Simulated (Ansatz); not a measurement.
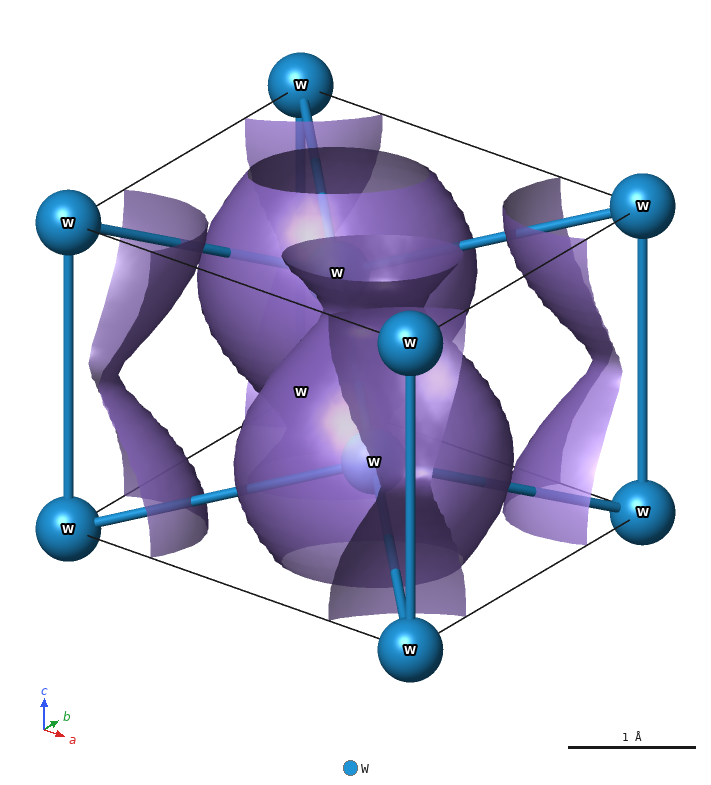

*W. Isosurface of the valence charge density (pseudo) at 0.5 e/Å³ (purple), seen slightly off an axis. Sticks mark near contacts.*

Space group R-3m; changed on purpose from its base cell (equal engineering shear yz, xz and xy -0.0700, equal normal strain along x, y and z -0.0200); computed pressure about 26 GPa in this cell; PAW files of the earlier set (soft_1).

Level of theory: DFT PBE, scalar-relativistic, plane waves, PAW (Ansatz).

In a PAW calculation such maps are meaningful between the atoms, not at the nuclei.

```yaml
crystal:
  lattice:
    - [3.23145, 0.00000, -3.23145]
    - [-3.23145, 3.23145, 0.00000]
    - [1.44858, 1.44858, 1.44858]
  atoms:
    - { symbol: W, position: [0.00000, 0.00000, 0.00000] }
    - { symbol: W, position: [0.66667, 0.33333, 0.33333] }
    - { symbol: W, position: [0.33333, 0.66667, 0.66667] }
```

**How is the density connected at this value?**

At this value the density is joined into chains; it holds about 75 % of the electrons treated as valence (semicore included). It bridges the shortest W–W (2.51 Å) contacts, where the density stays above the isovalue. It is pinched off along the shortest W–W (2.77 Å) contacts. On the grid the lowest density along these lines, outside the cores, is 0.61 e/Å³ (W–W, 2.51 Å) and 0.39 e/Å³ (W–W, 2.77 Å).

**Metal or insulator at this level of theory?**

It is gapless in this calculation (a metal or semimetal).
